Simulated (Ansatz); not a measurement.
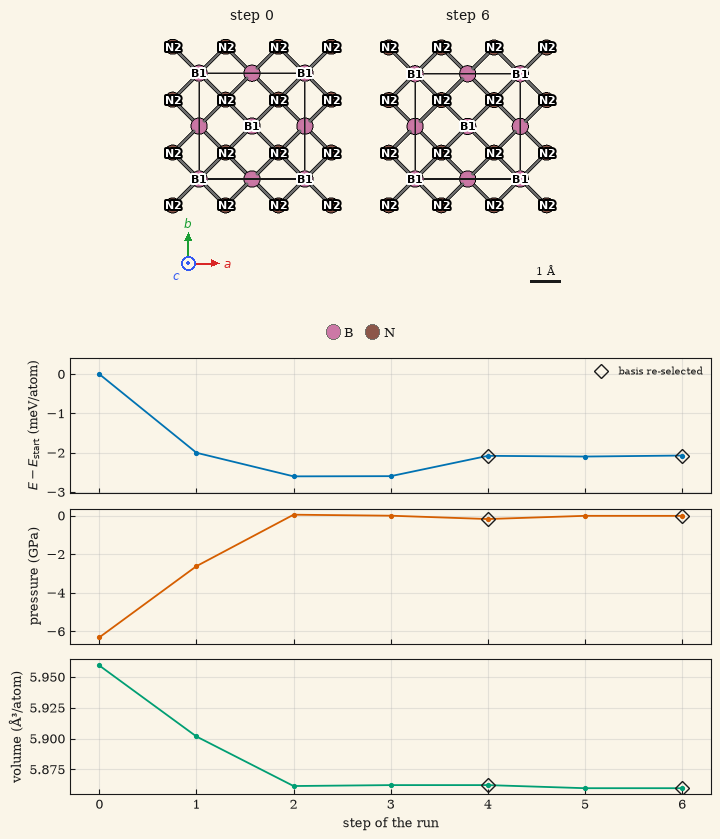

First and last geometry of a relaxation of solid BN (set up in F-43m), with the history of the run. Style: ball-and-stick. Shown: the conventional cell (4 times the calculation's cell), along the c axis. Lengths and directions refer to the drawn axes.

Theory: DFT PBEsol, scalar-relativistic, plane waves, PAW in Ansatz.

The input:
```yaml
crystal:
  lattice:
    - [0.0, 1.813001, 1.813001]
    - [1.813001, 0.0, 1.813001]
    - [1.813001, 1.813001, 0.0]
  atoms:
    - { symbol: B, position: [0.0, 0.0, 0.0] }
    - { symbol: "N", position: [0.75, 0.75, 0.75] }
basis:
  ecutwfc: 420
kpoints:
  mp_grid: { grid: [12, 12, 12] }
hamiltonian:
  xc: pbesol
scf:
  occupations: { method: gaussian, width: 0.02 }
output:
  forces: true
  stress: true
  eigenvalues: true
relax:
  adjacent_minimum: "off"
  f_tol: 0.005
  max_steps: 80
  cell: { stress_tol: 0.05 }
```

Launched with:
```bash
ansatz run input.yaml --threads 1 --pin off --max-ram 3072MiB --backend cpu --events-out ev --progress --plain --runs-dir out
```

What do the curves and the structures tell?

Answer. It converged. Over 4 accepted moves (6 points after the start) the energy falls by 2.1 meV per atom. All forces vanish by symmetry, so only the cell relaxes. The pressure goes from −6.31 to −0.01 GPa. The SCF was repeated twice at an unchanged geometry on a basis and grid sized afresh for the cell, which shifted the energy by 0.5 meV per atom at most. No atom moves by more than 0.005 Å relative to the cell. The volume changes by −1.7 %, with a = b = c 3.626 → 3.606 Å (−0.6 %). Near-neighbour distances that change, for instance: B1–N2 1.570 → 1.561 Å. The space group stays F-43m (No. 216). Cost: 7.9 s on 1 thread of Arm Neoverse V1, with other jobs on the host, peak memory 0.27 GiB.
